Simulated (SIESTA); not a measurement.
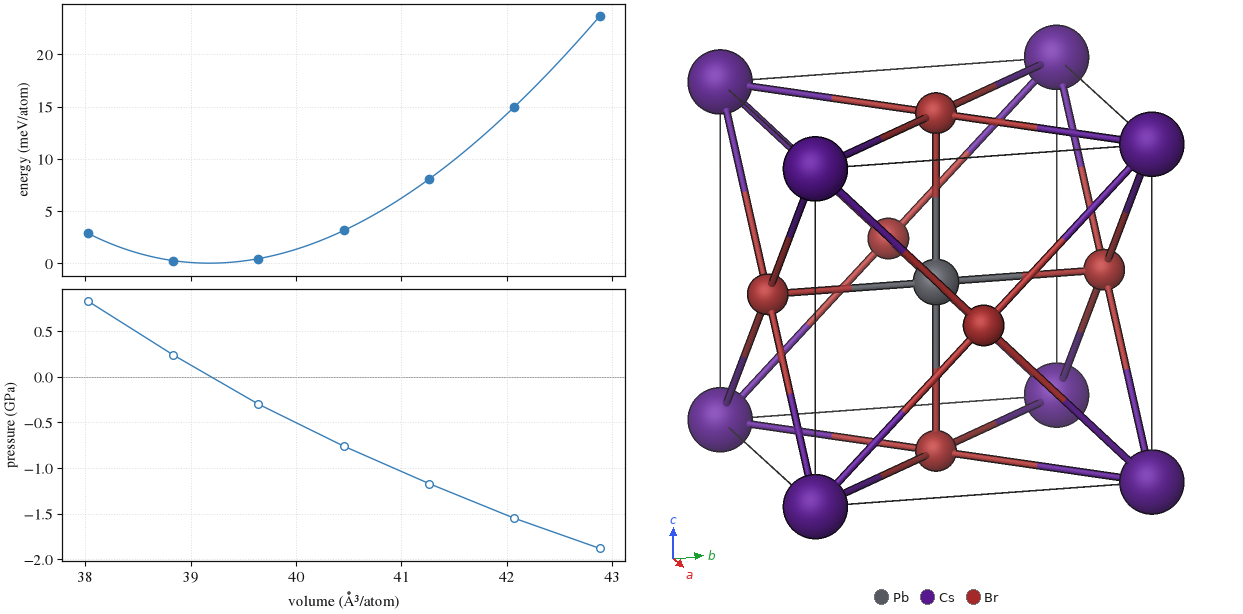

Plotted: energy and pressure against volume for CsPbBr₃, space group Pm-3m (No. 221). The conventional cell is drawn beside the plot.

Cell as given: a = 5.870 Å, b = 5.870 Å, c = 5.870 Å, α = 90.00°, β = 90.00°, γ = 90.00°; 5 atoms.

Method: DFT in numerical atomic orbitals with pseudopotentials, no spin polarisation; energies at scaled volumes of the given cell, shape and fractions fixed, counted from the fit's minimum, third-order Birch-Murnaghan fit (SIESTA 5.4.2). Level: LDA.

- k mesh: 4×4×4
- occupations: Fermi–Dirac
- smearing width: 0.05 eV
- potentials: PseudoDojo 0.4 standard, converted to PSML, two zetas on semicore shells
- program settings: basis DZP, mesh cutoff 500 Ry

### Give the fitted equation-of-state parameters.

A third-order Birch–Murnaghan fit gives V0 = 39.18 Å³/atom, B0 = 25.6 GPa and B′ = 4.6.

### Read off the course of the pressure.

It falls from 0.83 GPa at volume 38.03 Å³/atom to −1.88 GPa at 42.88 Å³/atom, and changes sign near 39.19 Å³/atom.

Keep in mind: mulliken charges of long orbitals; spin-orbit coupling left out, heavy elements.

The computed values:

```
volume (Å³/atom)  energy (meV/atom)  pressure (GPa)
           38.03               2.87            0.83
           38.83               0.23            0.24
           39.64               0.43           -0.30
           40.45               3.15           -0.76
           41.26               8.06           -1.17
           42.07              14.97           -1.55
           42.88              23.68           -1.88
```
